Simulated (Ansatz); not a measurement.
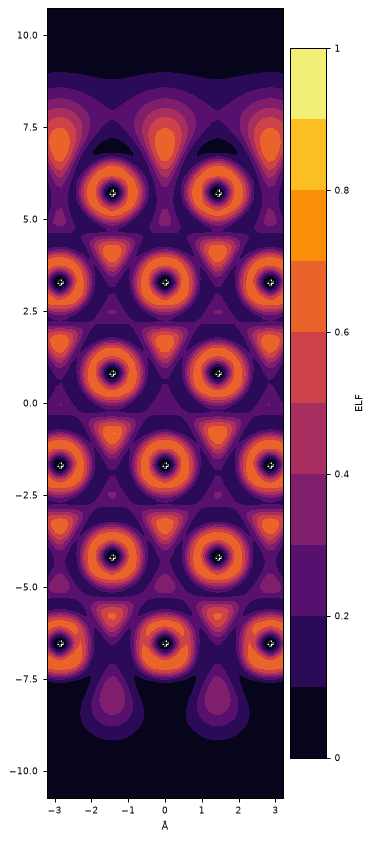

The electron localisation function on a plane through atoms (crosses mark nuclei in the plane).

These are results of DFT LDA, scalar-relativistic, plane waves, PAW (Ansatz 0.2.0), not measurements.

Candidates:
A. Ti (slab), a = 2.86 Å, b = 4.53 Å, c = 28.23 Å, α = 90.00°, β = 90.00°, γ = 90.00°. Computed without spin polarisation.
B. MoS$_{2}$ (slab), a = 3.12 Å, b = 3.12 Å, c = 68.53 Å, α = 90.00°, β = 90.00°, γ = 120.00°. Computed without spin polarisation.

Which system is this?

Answer. Candidate A: Ti on the (010) plane of the calculation cell, a cut from vacuum to vacuum, which holds Ti. Ti–Ti (2.76 Å): the ELF is about 0.25 at the midpoint; no localised pair shows between them. Ti–Ti (2.82 Å): the ELF is about 0.25 at the midpoint (no localised pair shows between them).
